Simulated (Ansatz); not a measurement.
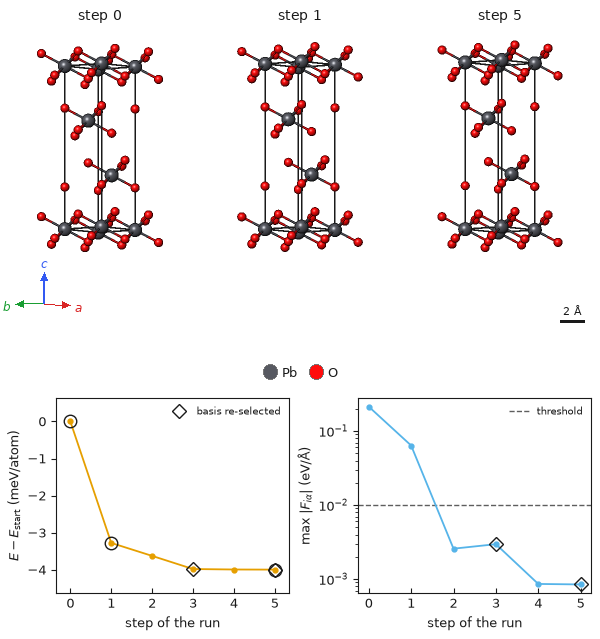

Frames of a relaxation of a crystal of PbO$_{2}$ (built on the CdCl2 type), marked on the history of the run. The picture is a ball-and-stick view of the conventional cell (3 times the calculation's cell), seen from a free direction. Lengths and directions refer to the drawn axes.

Case: volume × 1.070.

Theory: DFT PBE, scalar-relativistic, plane waves, PAW in Ansatz 0.2.0. Set-up: plane-wave cutoff 420 eV; k-point mesh 12 × 12 × 12; occupations gaussian; smearing width 0.05 eV; no spin polarisation; cell relaxed at fixed volume; force threshold 0.01 eV/Å; at most 40 steps.

What happens along the run?

Answer. The largest moves relative to the cell, 0.029 Å, are those of O atoms. Pb stays in place. The drawn cell changes at constant volume: a = b 3.472 → 3.435 Å (−1.1 %), c 14.063 → 14.368 Å (+2.2 %). Some distances before and after: O–Pb 2.265 → 2.244 Å. The space group stays R-3m (No. 166). Over 3 accepted moves (5 points after the start) the energy falls by 4.0 meV per atom. Largest force component: 0.21 eV/Å at the start, 0.00085 eV/Å at the end. Pressure: −3.24 GPa at the start and −0.53 GPa at the end. The SCF was repeated twice at an unchanged geometry on a basis and grid sized afresh for the cell, which shifted the energy by 0.4 meV per atom at most. From step 0 to 1: O atoms move most (0.03 Å), energy −3.3 meV per atom. From step 1 to 5: energy −0.7 meV per atom.

```
step  E − E(0), meV/atom  largest force component, eV/Å  pressure, GPa                      note
   0                0.00                         0.2138          -3.24                          
   1               -3.27                         0.0638          -0.86                          
   2               -3.62                         0.0026          -0.75                          
   3               -3.98                         0.0030          -0.72  same geometry, new basis
   4               -3.99                         0.0009          -0.53                          
   5               -3.99                         0.0008          -0.53  same geometry, new basis
```
